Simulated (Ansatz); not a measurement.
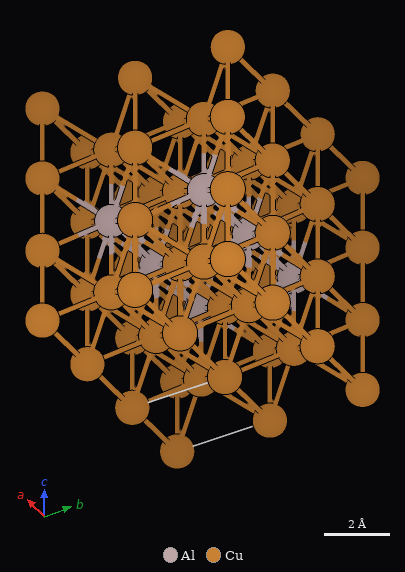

Starting structure of crystalline AlCu5 (a generated structure, set up in Pmmm) (coarse preliminary run). Style: ball-and-stick. Shown: the cell of the calculation, repeated 3 × 2 × 1 with one cell outlined, from a free direction.

Method: DFT PBE, scalar-relativistic, plane waves, PAW (Ansatz).

The input:
```yaml
crystal:
  lattice:
    - [2.7711390719, 0.0, 0.0]
    - [0.0, 3.3444061864, 0.0]
    - [0.0, 0.0, 8.0171276263]
  atoms:
    - { symbol: Al, position: [0.5, 0.5, 0.5] }
    - { symbol: Cu, position: [0.5, 0.5, 0.836411484] }
    - { symbol: Cu, position: [0.0, 0.0, 0.6707069665] }
    - { symbol: Cu, position: [0.0, 0.0, 0.3292930335] }
    - { symbol: Cu, position: [0.5, 0.5, 0.163588516] }
    - { symbol: Cu, position: [0.0, 0.0, 0.0] }
basis:
  ecutwfc: 420
kpoints:
  mp_grid: { grid: [6, 6, 2] }
hamiltonian:
  xc: pbe
scf:
  occupations: { method: gaussian, width: 0.1 }
  lower_state_search: "off"
output:
  forces: true
  stress: true
  eigenvalues: true
relax:
  adjacent_minimum: "off"
  f_tol: 0.04
  max_steps: 70
  cell: { stress_tol: 0.4 }
```

Launched with:
```bash
ansatz run input.yaml --threads 4 --pin off --max-ram 8192MiB --backend cpu --events-out ev --progress --plain --runs-dir out
```

> Predict the outcome.

The largest moves relative to the cell, 0.016 Å, are those of Cu3 and Cu4. Cu3 goes along +c. Al stays in place. The volume changes by −0.1 %, with a 2.771 → 2.772 Å (0.0 %), b 3.344 → 3.324 Å (−0.6 %), c 8.017 → 8.060 Å (+0.5 %). Among the contacts that change: Cu3–Cu4 2.737 → 2.784 Å, Al1–Cu2 2.697 → 2.720 Å, Cu2–Cu6 2.537 → 2.530 Å, Cu2–Cu3 2.546 → 2.539 Å. The space group stays Pmmm (No. 47). After 2 accepted moves (3 points after the start) the energy has fallen by 0.5 meV per atom. Largest force component: 0.088 eV/Å at the start, 0.012 eV/Å at the end. Pressure: −0.08 GPa at the start and 0.03 GPa at the end. At 1 point the geometry stayed and the basis and grid were re-selected for the new cell (energy shift of less than 0.05 meV per atom at most each time). The run took 16 s on 4 threads of Intel(R) Xeon(R) Platinum 8259CL CPU @ 2.50GHz (Skylake/Cascade Lake) (shared host), peak memory 0.54 GiB.

The structure at the end:

```
Al Cu
1.0
     2.77196    0.00000    0.00000
     0.00000    3.32360    0.00000
     0.00000    0.00000    8.06047
Al Cu
1 5
Direct
  0.50000 0.50000 0.50000
  0.50000 0.50000 0.83744
  0.00000 0.00000 0.67270
  0.00000 0.00000 0.32730
  0.50000 0.50000 0.16256
  0.00000 0.00000 0.00000
```

Limits of the set-up: the k-point mesh is coarse for a cell with partly filled bands.
